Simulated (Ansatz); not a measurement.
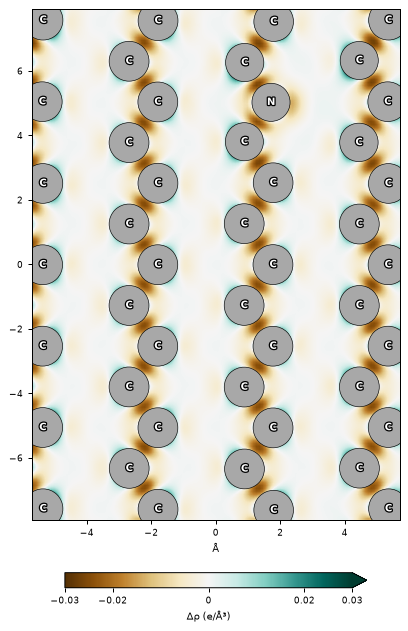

C$_{212}$N$_{3}$ (cell with a defect). Difference of the valence pseudo-densities of two functionals at the same geometry, on the (11̄0) plane of the calculation cell: PBE less HSE06.

Both computed with Ansatz (plane waves, PAW), on the same k-point mesh. Grey discs cover the atomic cores.

Question: Where does the change of functional move the electrons?

Answer: Against HSE06, PBE gives less density around C (−0.007 e/Å³ on average at 0.8 Å from the nucleus), less density around N (−0.012 e/Å³ on average at 0.8 Å from the nucleus) and a change of −0.027 e/Å³ at the midpoint of C–N and −0.027 e/Å³ at the midpoint of C–C.

PAW datasets: the set soft_1.
